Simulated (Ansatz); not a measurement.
Single-point calculation, with input and output: MoS2 (part 1 of 2)

- system: MoS2 (6 atoms in the cell)
- method: DFT PBE, scalar-relativistic, plane waves, PAW, spin-polarised (Ansatz 0.2.0)

The structure derives from an entry of the Crystallography Open Database. It belongs to a series of runs on one base structure; here: natural orbitals of the symmetric run, filled by rank. Figures and captions count atoms from 1; the log counts them from 0 in places.

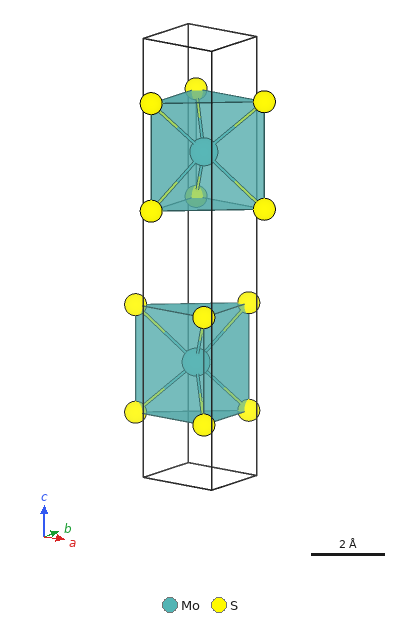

*The structure as given in the input (polyhedral view of the cell of the calculation, seen slightly off an axis; polyhedra are completed across the faces of the cell).*

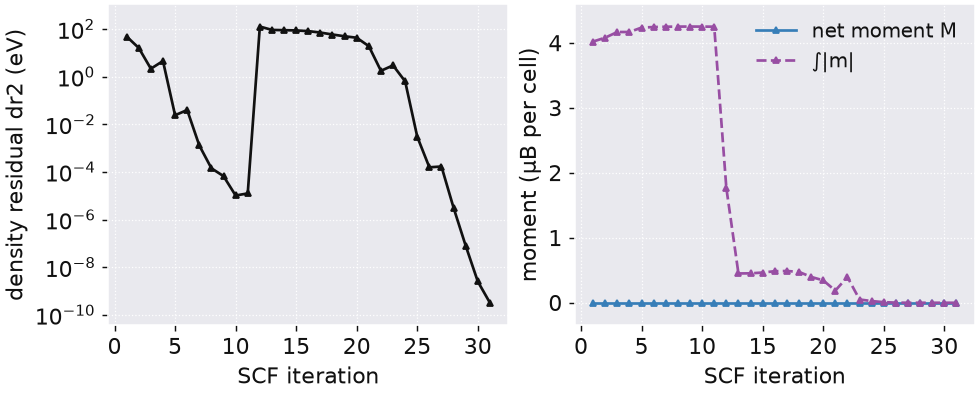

*Convergence of the self-consistent field: density residual dr2 and magnetic moment against the SCF iteration.*

The residual falls unevenly and jumps up by a factor of two or more 2 times on the way down. The net moment stays at 0.0 μB per cell, and ∫|m| falls to zero.

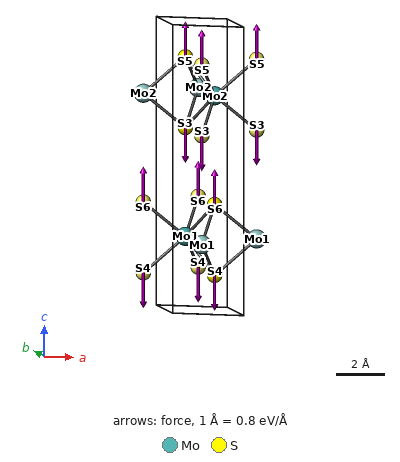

*Forces on the atoms as pink arrows (ball-and-stick view of the cell of the calculation, seen slightly off an axis; neighbours outside the cell are drawn fainter; atoms are numbered from 1 in the order of the input).*

The largest act on all 4 S atoms (1.21 eV/Å). The geometry is not a stationary point of this energy.

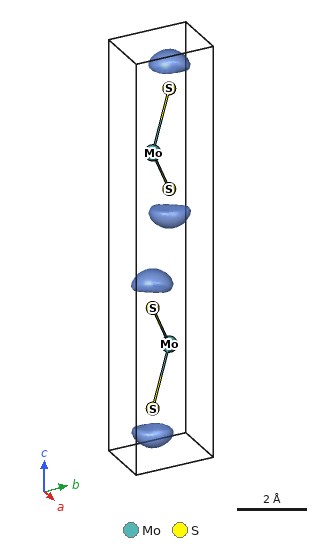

*Isosurface of the electron localisation function at 0.9 (blue), seen slightly off an axis. Core shells and regions of very low density are left out. Sticks mark near contacts. The outline is the cell set on symmetry axes.*

Along the contacts the grid gives the following. Mo–S (2.37 Å): the ELF is about 0.45 at the midpoint. The fields are those of the smooth PAW valence density.

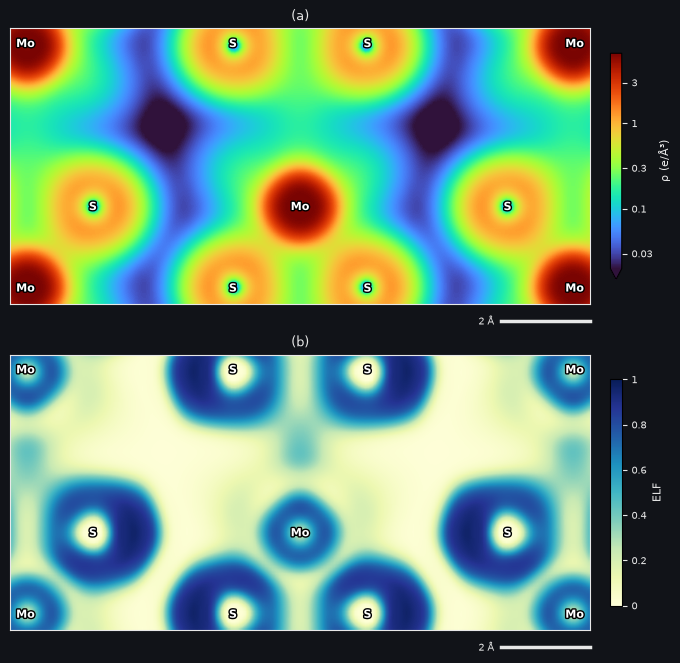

*(a) valence pseudo-density; (b) ELF on the (110) plane of the conventional cell.*

The section cuts through Mo and S sites. Mo–S (2.37 Å): ρ is about 0.65 e/Å³ halfway; the ELF is about 0.45 at the midpoint. Away from the nuclei the density in this plane falls to 0.01 e/Å³ at its lowest. The strong features right at Mo lie inside the PAW spheres (semicore, d or f shells) and say nothing about bonding.

The input and output of the run follow.

Input:
```yaml
crystal:
  lattice:
    - [3.16100152, 0.0, 0.0]
    - [-1.58050076, 2.73750762, 0.0]
    - [0.0, 0.0, 12.2949997]
  atoms:
    - { symbol: Mo, position: [0.3333333333, 0.6666666667, 0.25], spin: 2.0 }
    - { symbol: Mo, position: [0.6666666667, 0.3333333333, 0.75], spin: -2.0 }
    - { symbol: S, position: [0.3333333333, 0.6666666667, 0.6275] }
    - { symbol: S, position: [0.6666666667, 0.3333333333, 0.1275] }
    - { symbol: S, position: [0.3333333333, 0.6666666667, 0.8725] }
    - { symbol: S, position: [0.6666666667, 0.3333333333, 0.3725] }
basis:
  ecutwfc: 420
  ecutrho_ratio: 4
kpoints:
  mp_grid: { grid: [7, 7, 2] }
hamiltonian:
  xc: pbe
  hubbard:
    sites:
      - { site: 0, l: d, u_eff: 0.0, starting_ns: [{ spin: up, occupation_matrix: s0up }, { spin: down, occupation_matrix: s0down }] }
      - { site: 1, l: d, u_eff: 0.0, starting_ns: [{ spin: up, occupation_matrix: s1up }, { spin: down, occupation_matrix: s1down }] }
    occupation_matrices:
      s0up:
        matrix:
          - [0.97, 0.0, 0.0, 0.0, 0.0]
          - [0.0, 0.02, 0.0, 0.0, 0.0]
          - [0.0, 0.0, 0.02, 0.0, 0.0]
          - [0.0, 0.0, 0.0, 0.02, 0.0]
          - [0.0, 0.0, 0.0, 0.0, 0.97]
      s0down:
        matrix:
          - [0.02, 0.0, 0.0, 0.0, 0.0]
          - [0.0, 0.02, 0.0, 0.0, 0.0]
          - [0.0, 0.0, 0.02, 0.0, 0.0]
          - [0.0, 0.0, 0.0, 0.02, 0.0]
          - [0.0, 0.0, 0.0, 0.0, 0.02]
      s1up:
        matrix:
          - [0.02, 0.0, 0.0, 0.0, 0.0]
          - [0.0, 0.02, 0.0, 0.0, 0.0]
          - [0.0, 0.0, 0.02, 0.0, 0.0]
          - [0.0, 0.0, 0.0, 0.02, 0.0]
          - [0.0, 0.0, 0.0, 0.0, 0.02]
      s1down:
        matrix:
          - [0.97, 0.0, 0.0, 0.0, 0.0]
          - [0.0, 0.02, 0.0, 0.0, 0.0]
          - [0.0, 0.0, 0.02, 0.0, 0.0]
          - [0.0, 0.0, 0.0, 0.02, 0.0]
          - [0.0, 0.0, 0.0, 0.0, 0.97]
    ns_hold: { iters: 10 }
scf:
  occupations: { method: gaussian, width: 0.05 }
  lower_state_search: "off"
  max_iter: 150
output:
  forces: true
  stress: true
  eigenvalues: true
  populations: true
  hubbard: { sites: [{ site: 0, l: d }, { site: 1, l: d }] }
  write_density: true
  write_potential: true
  elf: true
  volumetric_format: npy
magnetization:
  spin_polarized: true
```

Run as:
```bash
ansatz run input.yaml --threads 4 --pin off --max-ram 6144MiB --backend cpu --events-out ev --progress --plain --runs-dir out
```

Log:
```
Warning: crystal.symmetry: narrowed to the stabiliser of the occupation matrices — unitary ops 12 → 4, anti-unitary 12 → 4; lowered by the specified shells (site 0, l: d), (site 1, l: d); largest admitted image defect 4.4e-16, smallest excluded 7.1e-1 — at a splitting's scale: the group the occupation matrices' own texture admits
Mo: projections on atomic orbitals take those of the free atom [Ar 3d10] 4s2 4p6 4d5 5s1, of charge +0.00 (hamiltonian.pseudopotentials.projection_atoms); the dataset's partial waves leave at most 6.0e-6 of an orbital's norm unspanned inside its sphere
S: projections on atomic orbitals take those of the free atom [Ne] 3s2 3p4, of charge +0.00 (hamiltonian.pseudopotentials.projection_atoms); the dataset's partial waves leave at most 1.6e-7 of an orbital's norm unspanned inside its sphere
Engine: ansatz 0.2.0, x86_64-unknown-linux-gnu
Pseudopotentials: kind: paw
Pseudopotential: Mo, paw, valence charge 14, recommended cutoff 420 eV (normal), Mo.paw.azcp
Pseudopotential: S, paw, valence charge 6, recommended cutoff 420 eV (normal), S.paw.azcp
Functional definition: PBE
  parameter kappa = 0.804
  parameter beta = 0.06672455060314922
  exchange = pbe_x(kappa = kappa, mu = beta*pi^2/3)
  correlation = pbe_c(beta = beta)
Crystal: 6 atoms, lattice volume = 106.392 Å³
Basis set: ecut = 420 eV, 2057 PW (Γ), exchange–correlation on 48×48×180 points (8 copies of the dense FFT grid, shifted against one another)
Bands: 34, of which v1, the nominal top of the filled ones, is band 26 counted from 1 (25 counted from 0)
Symmetry: 4 space group operations
k-points: 32 of 98 (time reversal used)
Non-local potential: Mo, projectors of the file, l = 0: 3, l = 1: 2, l = 2: 2, l = 3: 1
Non-local potential: S, projectors of the file, l = 0: 2, l = 1: 2, l = 2: 2
PAW form: soft (Blöchl's): semilocal exchange-correlation on the pseudo side does not see the compensation charge
PAW one-centre angular grid: Mo, 590 points (default); XC on 64 Gauss nodes
PAW one-centre angular grid: S, 110 points (default); XC on 64 Gauss nodes
Initial density: superposition of atomic densities (chi_scale 0.1, normalization cell)
Starting moments: Σ|m| = 4 μB on 2 of 6 sites
Initial wavefunctions: pseudopotential atomic-orbital guess
Functional: x = pbe(κ = 0.804, μ = 0.2195149727645171), c = pbe(β = 0.06672455060314922)
```
